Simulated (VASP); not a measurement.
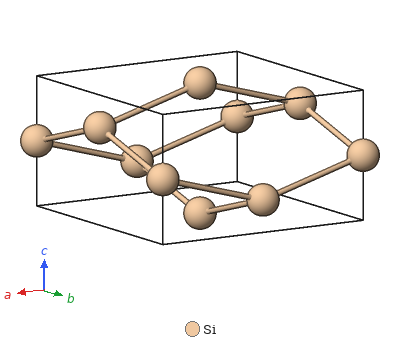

Si, space group I4_1/amd:1 (No. 141), a = 4.743 Å, b = 4.743 Å, c = 2.659 Å, α = 90.00°, β = 90.00°, γ = 90.00°

| site | Wyckoff | x | y | z |
| --- | --- | --- | --- | --- |
| Si | 4b | 0.0000 | 0.0000 | 0.5000 |

Origin: a cell listed in the Materials Project, as set up for an electronic-structure calculation.

Q: Compute the Voronoi cell of each site (no radii): faces and volume.

A:
```
site  faces above 1 % of the sphere  volume (Å³)  solid angle by neighbour (%)
  Si                             10        14.95                        Si 100
```

Weighted by multiplicity the volumes add up to the cell volume, 59.8 Å³.

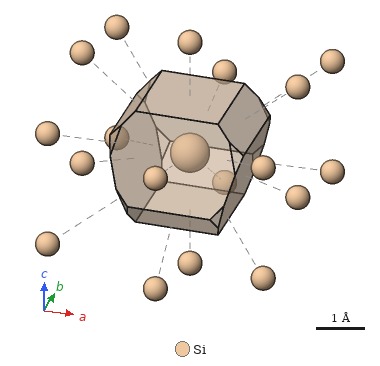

The computed Voronoi cell of Si, with the neighbours that bound it.
